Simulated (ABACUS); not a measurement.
# Ti: 7 runs along one coordinate

System: Ti (2 atoms in the cell).
Method: Kohn-Sham DFT of a periodic cell, PBE, PseudoDojo NC SR 0.4.1 PBE standard, no spin polarisation (ABACUS 3.10.1).

The 7 runs differ only in the geometry, by an even scaling of the cell at fixed fractional positions. The structure derives from an entry of the Crystallography Open Database.

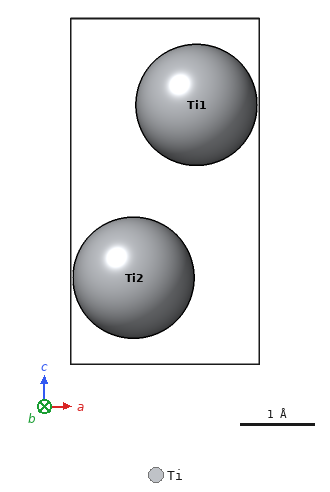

Figure 1. The structure of run 4 (spheres-only view of the cell of the calculation, along the b axis; atoms are numbered from 1 in the order of the input).

### The input of run 4
```
INPUT_PARAMETERS
suffix              Ti
calculation         scf
basis_type          lcao
pseudo_dir          ./
orbital_dir         ./
symmetry            1
dft_functional      pbe
ecutwfc             100
pseudo_rcut         10
nspin               1
nbands              16
ks_solver           genelpa
smearing_method     fd
smearing_sigma      0.00367493
scf_thr             1e-07
scf_nmax            100
mixing_type         broyden
mixing_beta         0.7
cal_force           1
cal_stress          1
out_mul             1
out_chg             1
out_pot             2
out_elf             1
```

### File STRU of run 4
```
ATOMIC_SPECIES
Ti 47.8670 Ti.upf

NUMERICAL_ORBITAL
Ti_confined-atom_7au_3s2p2d1f.orb

LATTICE_CONSTANT
1.8897261246

LATTICE_VECTORS
2.9500000000 0.0000000000 0.0000000000
-1.4750000000 2.5547749412 0.0000000000
0.0000000000 0.0000000000 4.6800000000

ATOMIC_POSITIONS
Direct

Ti
0.0
2
0.6666666667 0.3333333333 0.7500000000 1 1 1
0.3333333333 0.6666666667 0.2500000000 1 1 1
```

### File KPT of run 4
```
K_POINTS
0
Gamma
10 10 6 0 0 0
```

Command:
```bash
OMP_NUM_THREADS=1 mpirun -np 4 abacus > log
```

Run 5 differs from it as follows:
```diff
-out_chg             1
-out_pot             2
-out_elf             1
-2.9500000000 0.0000000000 0.0000000000
--1.4750000000 2.5547749412 0.0000000000
-0.0000000000 0.0000000000 4.6800000000
+2.9695369932 0.0000000000 0.0000000000
+-1.4847684966 2.5716944736 0.0000000000
+0.0000000000 0.0000000000 4.7109942807
```

### Results, with one run withheld

```csv
run,volume per atom (Å³),"free energy per atom, from the lowest run given (meV)",pressure (GPa)
1,16.577,17.34,6.58
2,16.930,5.96,3.82
3,17.283,0.35,1.31
4,17.636,0.00,−0.98
5,17.988,?,?
6,18.341,13.45,−4.99
7,18.694,26.40,−6.73
```

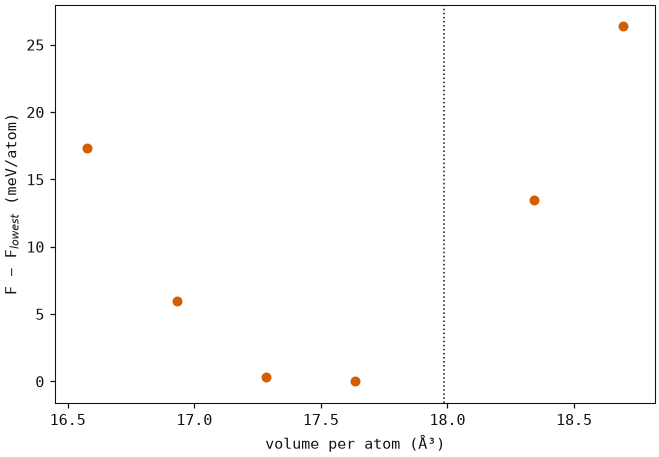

Figure 2. Free energy per atom of the runs given; the dotted line marks run 5.

Estimate the energy of run 5 from the others.

A cubic polynomial in V^(−2/3) (the Birch–Murnaghan form), fitted to the 6 runs given, misses them by at most 0.02 meV per atom. With x = V^(−2/3) − 0.14807 Å⁻², it reads F = −0.3616 − 497.67 x + 6.3039e+05 x² − 1.2398e+06 x³ (meV per atom). At run 5 it gives 4.51 meV per atom, and the run itself gives 4.51. The slope of the fit gives a pressure −dF/dV of −3.08 GPa there, and the run prints −3.08 GPa. The fit has its minimum at 17.481 Å³ per atom, where V d²F/dV² gives 113 GPa. Cell shape and fractional positions are held, so this is the stiffness under even scaling; the relaxed bulk modulus wasn't computed.

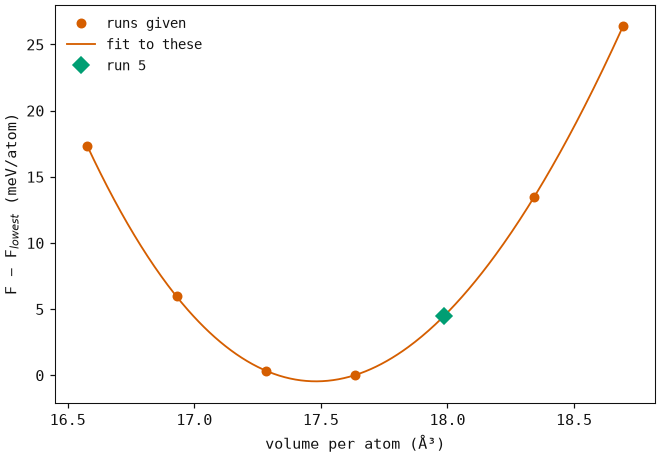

Figure 3. The fit and the withheld run.

### Some lines of the output (run 5)
```
[...]
                             Volume (A^3) = 35.9766
 E_Fermi        0.9846488718         13.3968351863
 E_Fermi        0.9298159534         12.6507950578
 E_Fermi        0.9470461694         12.8852241725
 E_Fermi        0.9457558139         12.8676679851
 E_Fermi        0.9460538643         12.8717231700
 E_Fermi        0.9460290590         12.8713856764
 E_Fermi        0.9460334598         12.8714455517
 E_KS(sigma->0) -237.4147296861      -3230.1931128601
 E_Fermi        0.9460322136         12.8714285960
 final etot is -3230.2029186 eV
 EFERMI = 12.871428596 eV
 TOTAL-PRESSURE: -30.792050 KBAR
 !FINAL_ETOT_IS -3230.2029185868855166 eV
```

Notes: Points of doubt noted for this run: home made orbitals.
